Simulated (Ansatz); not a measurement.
**Run report: Rh, single-point calculation (part 2 of 2)**

Rh (slab, 16 atoms in the cell); DFT PBE+D3(BJ), scalar-relativistic, plane waves, PAW, no spin polarisation (Ansatz 0.2.0); cutoff 420 eV, 4×4×1 k-mesh, Gaussian smearing of 0.1 eV. The structure derives from an entry of the Crystallography Open Database. It belongs to a series of runs on one base structure; here: the slab at its places in the relaxed adsorbed structure.

Geometry of the input (Å; fractional positions):
```
5.3648  0.0000  0.0000
0.0000  5.3648  0.0000
0.0000  0.0000  25.5086
Rh 0.2500  0.2500  0.3136
Rh 0.2500  0.7500  0.3136
Rh 0.7500  0.2500  0.3136
Rh 0.7500  0.7500  0.3136
Rh 0.5000  0.5000  0.3880
Rh 0.5000  0.0000  0.3880
Rh 0.0000  0.5000  0.3880
Rh 0.0000  0.0000  0.3880
Rh 0.7514  0.7493  0.4629
Rh 0.7517  0.2514  0.4629
Rh 0.2489  0.7491  0.4630
Rh 0.2493  0.2506  0.4628
Rh -0.0009  0.0008  0.5344
Rh -0.0048  0.4991  0.5387
Rh 0.4990  -0.0001  0.5356
Rh 0.4990  0.4999  0.5345
```

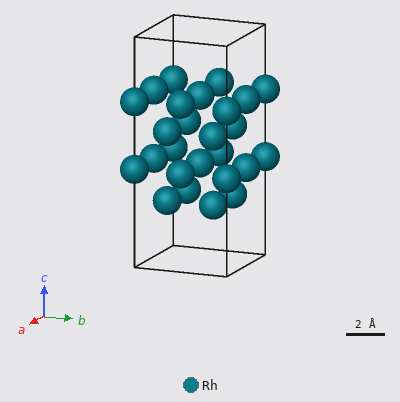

The input geometry (spheres-only view of the cell of the calculation, with the vacuum cut short, seen slightly off an axis). An atom can appear more than once, as a periodic image.

Output, continued
```
  k-point 1: bands = ["-75.7830", "-75.7393", "-75.7233", "-75.7006", "-75.6958", "-75.6869", "-75.6755", "-75.6499", "-75.0902", "-75.0778", "-75.0331", "-75.0199", "-75.0069", "-74.9958", "-74.9686", "-74.9632", "-43.9172", "-43.8827", "-43.8811", "-43.8798", "-43.8582", "-43.8542", "-43.8315", "-43.6941", "-43.6641", "-43.6113", "-43.6050", "-43.5984", "-43.5706", "-43.5689", "-43.5368", "-43.5319", "-43.4797", "-43.4732", "-43.4542", "-43.4189", "-43.4148", "-43.4084", "-43.3509", "-43.3471",
      "-43.1648", "-43.1396", "-43.1239", "-43.1224", "-43.1183", "-43.0989", "-43.0789", "-43.0669", "-42.8712", "-42.8385", "-42.8326", "-42.8256", "-42.8173", "-42.8149", "-42.8064", "-42.7862", "-42.7728", "-42.7721", "-42.7718", "-42.7563", "-42.7538", "-42.7514", "-42.7407", "-42.7403", "-3.7799", "-2.6781", "-2.5418", "-2.5248", "-2.4757", "-2.4258", "-2.2848", "-2.2763", "-2.2480", "-2.2033", "-2.1909", "-2.0937", "-1.7332", "-1.4891", "-1.3486", "-1.3282",
      "-1.3081", "-1.2625", "-1.1890", "-1.1752", "-0.8991", "-0.8711", "-0.6098", "-0.5888", "-0.5787", "-0.4639", "-0.1448", "0.0416", "0.0859", "0.1124", "0.1414", "0.2923", "0.3110", "0.3327", "0.4614", "0.4705", "0.4920", "0.5214", "0.6820", "0.7265", "0.7409", "0.7941", "0.8193", "0.9859", "0.9925", "1.3548", "1.4108", "1.5367", "1.5599", "1.6582", "1.7118", "1.9521", "2.0187", "2.2434", "2.2575", "2.2729",
      "2.2981", "2.3389", "2.3767", "2.3877", "2.4685", "2.5970", "2.6402", "2.8944", "2.9114", "3.0399", "3.0670", "3.0723", "3.0792", "3.1495", "3.1970", "3.2211", "3.2769", "3.2922", "3.5056", "3.5622", "3.5755", "3.5925", "3.6162", "3.6195", "3.7316", "3.7970", "3.9742", "4.0791", "4.0918", "5.1039", "5.1230", "6.2479", "6.2673", "6.3972", "6.4244", "6.9140", "7.6198", "7.6253", "7.6355", "8.5309",
      "8.5645", "9.2420", "9.2648", "9.3102"]
  k-point 2: bands = ["-75.7634", "-75.7604", "-75.7112", "-75.7080", "-75.6927", "-75.6923", "-75.6638", "-75.6626", "-75.0860", "-75.0784", "-75.0217", "-75.0202", "-75.0199", "-74.9823", "-74.9821", "-74.9650", "-43.8888", "-43.8852", "-43.8496", "-43.8460", "-43.8237", "-43.8107", "-43.7458", "-43.7416", "-43.6551", "-43.6393", "-43.5925", "-43.5917", "-43.5507", "-43.5492", "-43.5467", "-43.5313", "-43.5100", "-43.5088", "-43.4894", "-43.4808", "-43.4526", "-43.4499", "-43.3484", "-43.3448",
      "-43.1627", "-43.1380", "-43.1197", "-43.1194", "-43.0229", "-43.0210", "-42.9745", "-42.9620", "-42.9609", "-42.9389", "-42.9388", "-42.9166", "-42.8262", "-42.8231", "-42.8141", "-42.7859", "-42.7740", "-42.7634", "-42.7632", "-42.7631", "-42.7627", "-42.7461", "-42.7459", "-42.7405", "-2.9432", "-2.9324", "-2.3579", "-2.3454", "-2.0166", "-1.9945", "-1.9774", "-1.9458", "-1.8514", "-1.8271", "-1.8046", "-1.7914", "-1.7751", "-1.7714", "-1.6187", "-1.5952",
      "-1.3103", "-1.2862", "-0.9830", "-0.9197", "-0.8637", "-0.8625", "-0.5806", "-0.5217", "-0.5205", "-0.5150", "-0.3310", "-0.2960", "0.0317", "0.0526", "0.3520", "0.3586", "0.5358", "0.5406", "0.5940", "0.6274", "0.6334", "0.6445", "0.7592", "0.7739", "0.7819", "0.7856", "0.8825", "0.9092", "1.1323", "1.1983", "1.3277", "1.3500", "1.5902", "1.6040", "1.6193", "1.6300", "1.6336", "1.6579", "1.6709", "1.6746",
      "1.6971", "1.7114", "1.9888", "2.0317", "2.3884", "2.3912", "2.3976", "2.4194", "2.4479", "2.4486", "2.4675", "2.4829", "2.8342", "2.8420", "3.1150", "3.1220", "3.2446", "3.2505", "3.2543", "3.2625", "3.7001", "3.7302", "3.7712", "3.7834", "3.7880", "3.7979", "3.8361", "3.8366", "4.0472", "4.0602", "6.5128", "6.5439", "7.0791", "7.0857", "7.1048", "7.1100", "8.1488", "8.1684", "8.1867", "8.2000",
      "8.5341", "8.5830", "9.5550", "9.5607"]
  k-point 9: bands = ["-75.7415", "-75.7375", "-75.7344", "-75.7323", "-75.6818", "-75.6805", "-75.6746", "-75.6720", "-75.0800", "-75.0753", "-75.0277", "-75.0014", "-75.0012", "-75.0011", "-75.0008", "-74.9682", "-43.7851", "-43.7743", "-43.7722", "-43.7634", "-43.7038", "-43.7013", "-43.6991", "-43.6986", "-43.6950", "-43.6904", "-43.6882", "-43.6842", "-43.5790", "-43.5775", "-43.5744", "-43.5688", "-43.5209", "-43.5199", "-43.5181", "-43.5166", "-43.4526", "-43.4480", "-43.4461", "-43.4428",
      "-43.0237", "-43.0194", "-43.0187", "-43.0142", "-42.9751", "-42.9748", "-42.9503", "-42.9502", "-42.9498", "-42.9496", "-42.9495", "-42.9493", "-42.9492", "-42.9492", "-42.9175", "-42.9155", "-42.8215", "-42.8169", "-42.7848", "-42.7532", "-42.7529", "-42.7527", "-42.7525", "-42.7406", "-1.9884", "-1.9842", "-1.9675", "-1.9427", "-1.5058", "-1.4977", "-1.4463", "-1.4419", "-1.2829", "-1.2658", "-1.2566", "-1.2556", "-1.0172", "-1.0064", "-1.0033", "-1.0001",
      "-0.9257", "-0.9236", "-0.9204", "-0.8956", "-0.7333", "-0.7267", "-0.7126", "-0.6464", "-0.5926", "-0.5838", "-0.5798", "-0.5756", "-0.2800", "-0.2763", "-0.2071", "-0.1679", "0.0470", "0.1010", "0.1078", "0.1399", "0.3447", "0.3594", "0.4327", "0.4354", "1.0892", "1.1756", "1.2607", "1.2663", "1.2701", "1.2800", "1.2807", "1.2814", "1.2823", "1.3169", "1.3802", "1.3849", "1.7545", "1.7780", "1.7829", "1.7974",
      "1.8161", "1.8241", "1.8264", "1.8287", "1.8353", "1.8435", "1.8748", "1.8786", "2.1236", "2.1434", "2.1552", "2.1631", "2.1868", "2.1932", "2.1952", "2.2174", "2.7432", "2.7475", "2.8210", "2.8232", "2.9453", "2.9514", "2.9568", "2.9909", "3.7423", "3.7427", "3.8115", "3.8269", "4.2837", "4.2927", "4.3090", "4.3120", "6.2069", "6.2096", "6.2309", "6.2509", "8.3203", "8.3597", "8.3690", "8.3726",
      "9.9396", "9.9868", "10.0255", "10.0261"]
```

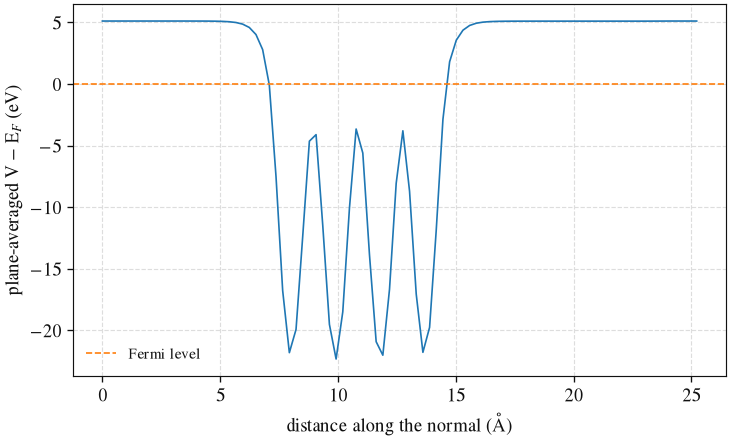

Plane average of the electrostatic potential energy of an electron across the cell, from the Fermi level. The vacuum level lies 5.11 eV above the Fermi level.

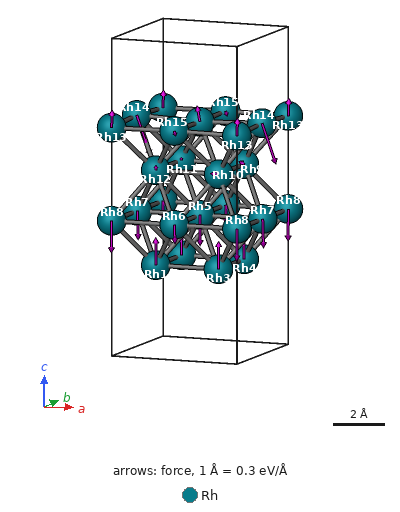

Forces on the atoms as pink arrows (ball-and-stick view of the cell of the calculation, with the vacuum cut short, seen slightly off an axis; atoms are numbered from 1 in the order of the input). The largest act on Rh14 (0.53 eV/Å); Rh8 (0.40 eV/Å); Rh5 (0.38 eV/Å); Rh7 (0.36 eV/Å), among others. The geometry is not a stationary point of this energy.

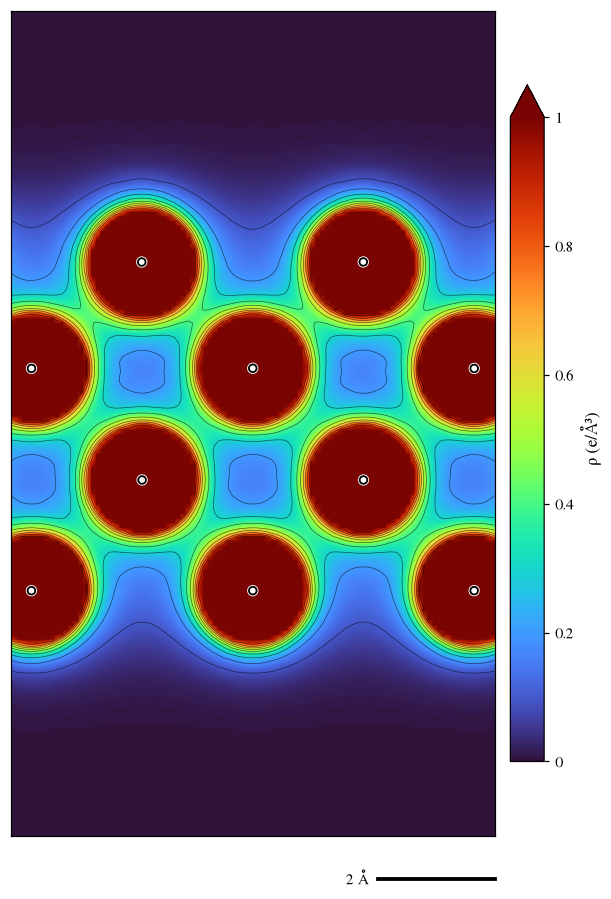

Valence electron density on the (110) plane of the calculation cell, a cut from vacuum to vacuum. Circles mark the nuclei in the plane (Rh). Atoms in the plane: Rh. Rh–Rh (2.63 Å): the density is about 0.41 e/Å³ at the midpoint. Rh–Rh (2.68 Å): ρ at the midpoint is about 0.38 e/Å³. Rh–Rh (2.69 Å): ρ at the midpoint is about 0.37 e/Å³. The density dies away to nearly zero in the vacuum. Core electrons are frozen (PAW), so the fields are smoothed inside the atomic spheres.

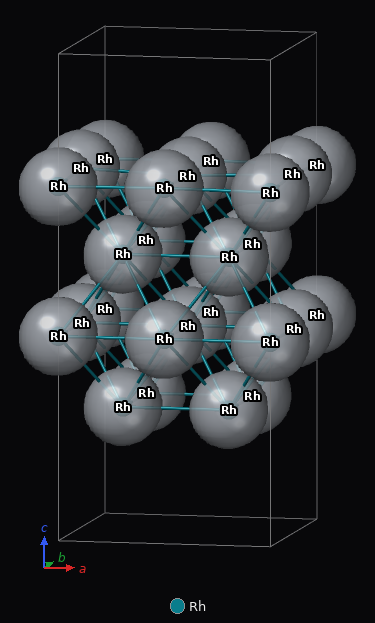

Isosurface of the valence charge density (pseudo) at 0.8 e/Å³ (grey), seen slightly off an axis. Sticks mark near contacts. At this value the density breaks into separate islands; it holds about 80 % of the electrons treated as valence (semicore included). It is pinched off along the Rh–Rh (2.63 Å), Rh–Rh (2.67 Å) and Rh–Rh (2.72 Å) contacts. On the grid the lowest density along these lines, outside the cores, is 0.41 e/Å³ (Rh–Rh, 2.63 Å), 0.38 e/Å³ (Rh–Rh, 2.67 Å) and 0.36 e/Å³ (Rh–Rh, 2.72 Å).

Key numbers

| quantity | value |
| --- | --- |
| outcome | converged |
| electrons treated | 272 |
| free energy | −102444.6741 eV |
| work function, top face | 5.11 eV |
| work function, bottom face | 5.12 eV |
| Fermi energy | 3.136 eV |
| gap on the k-point mesh | none (metallic) |
| work function (upper face) | 5.11 eV |
| largest force (length of the vector) | 0.527 eV/Å |
| wall time | 20 s (CPU time 78 s) |
| peak memory | 2.5 GiB |
